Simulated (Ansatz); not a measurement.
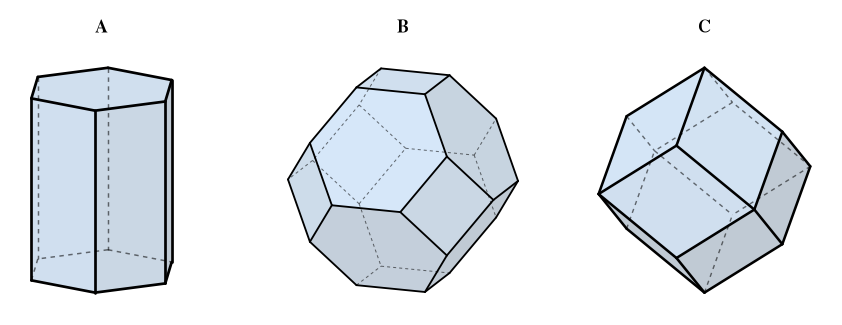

First Brillouin zones computed for the structures below (computed or model cells, partly hypothetical), each scaled to its frame and seen from the same direction (third Cartesian axis up).

Match each zone to its crystal.
1. Al, Im-3m, No. 229, a = 3.19 Å, b = 3.19 Å, c = 3.19 Å, α = 90.00°, β = 90.00°, γ = 90.00°
2. Rh, P6/mmm (No. 191), a = 4.33 Å, b = 4.33 Å, c = 2.66 Å, α = 90.00°, β = 90.00°, γ = 120.00°
3. Al, Fd-3m, No. 227, origin choice 1, a = 6.16 Å, b = 6.16 Å, c = 6.16 Å, α = 90.00°, β = 90.00°, γ = 90.00°

A is 2 (primitive hexagonal, a hexagonal prism); B is 3 (face-centred cubic, a truncated octahedron); C is 1 (body-centred cubic, a rhombic dodecahedron).
